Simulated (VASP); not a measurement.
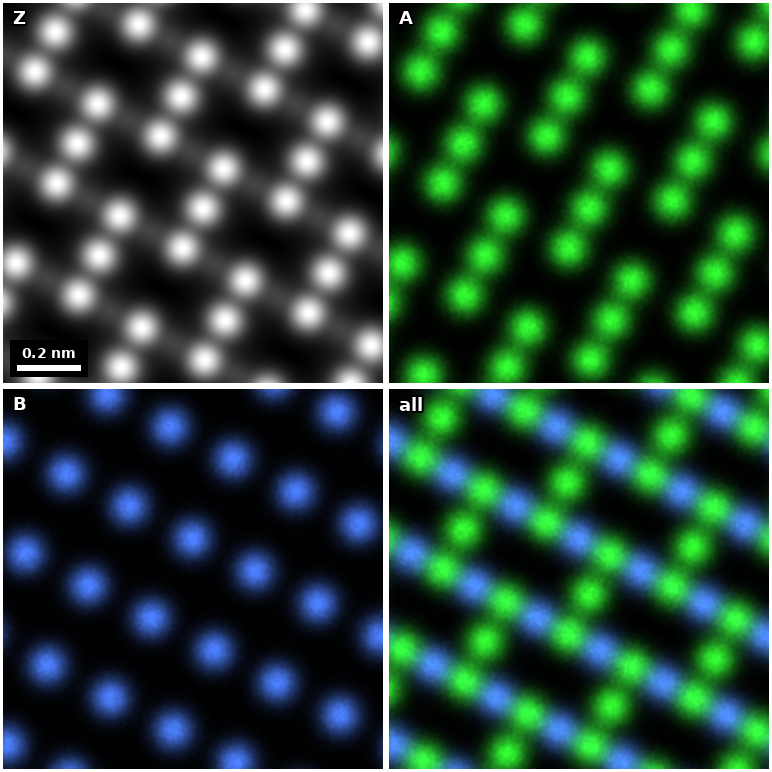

Cu$_{3}$O$_{2}$ (I4/mmm, No. 139) along [111]. Panel Z: The image is simulated as a sum over atoms of Z^1.8, blurred by a 0.78 Å probe (no channelling). The probe carries 25 % of its weight in a tail 2.5 times as wide. The display is stretched by a gamma of 0.65; percentages refer to the linear signal. The other panels are simulated element maps (the number of atoms of one element along the beam, blurred by 1.0 Å, with counting noise; each on its own scale, no channelling); the last overlays them. Structure: the geometry relaxed with VASP 6.6.1, VASP Kohn-Sham DFT of a periodic cell, r2SCAN, VASP PAW PBE potentials, recommended.

```xyz
10
Lattice="3.9929 0.0000 0.0000 0.0000 3.9929 0.0000 0.0000 0.0000 7.3069" Properties=species:S:1:pos:R:3 pbc="T T T"
Cu    0.0000    0.0000    0.0000
Cu    0.0000    1.9965    1.8267
Cu    1.9965    0.0000    1.8267
O     0.0000    1.9965    0.0000
O     1.9965    0.0000    0.0000
Cu    1.9965    1.9965    3.6535
Cu    1.9965    0.0000    5.4802
Cu    0.0000    1.9965    5.4802
O     1.9965    0.0000    3.6535
O     0.0000    1.9965    3.6535
```

Which element does each lettered map show?

Answer. A: Cu, B: O. The projected cell (3.60 × 3.60 Å, 103°) holds 5 columns: 3 of Cu and 2 of O. No column is shared by two of the mapped elements.
